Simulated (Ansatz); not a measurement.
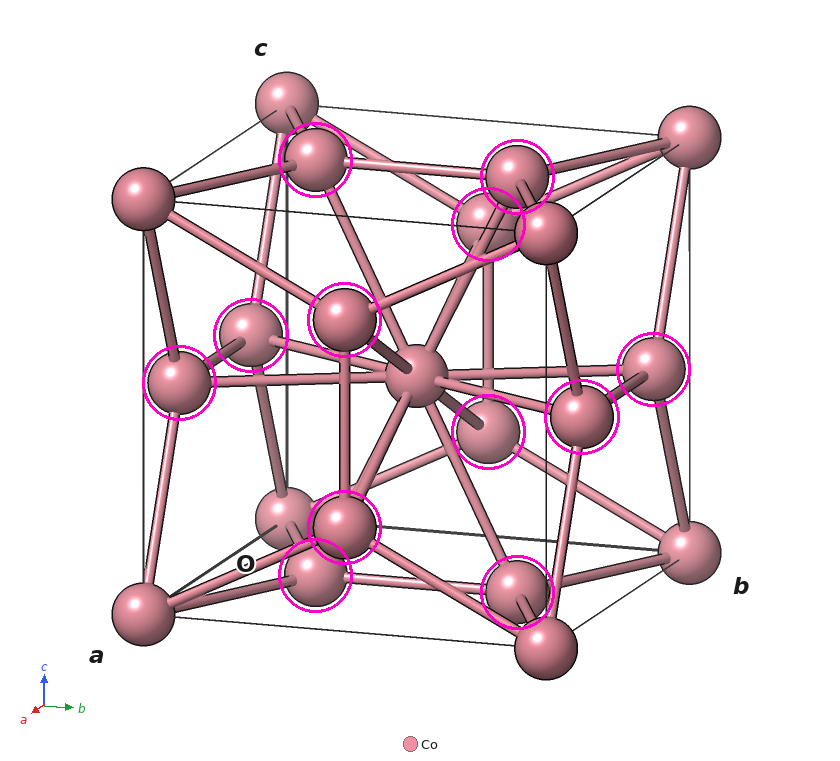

For Co, the geometry relaxed with DFT, PBEsol, plane waves (420 eV) with PAW, scalar-relativistic in Ansatz; the starting structure was generated, so it need not be a known form of this composition: one unit cell; the ringed atoms, with their copies on corners, edges and faces, form one crystallographic orbit. Geometry calculated from the standardised cell; symmetry tolerance 0.002 Å.

a = 4.335 Å, b = 4.335 Å, c = 4.335 Å, α = 90.00°, β = 90.00°, γ = 90.00°; space group Pm-3n (No. 223).

Which Wyckoff position do the ringed atoms fill?

Answer. Co on 6c, site symmetry -4m.2: 48 operations a cell over 8 that keep the site give 6 atoms, with 0 free parameters.

List their coordinates.

Answer. (1/4, 0, 1/2); (3/4, 0, 1/2); (1/2, 1/4, 0); (1/2, 3/4, 0); (0, 1/2, 1/4); (0, 1/2, 3/4).
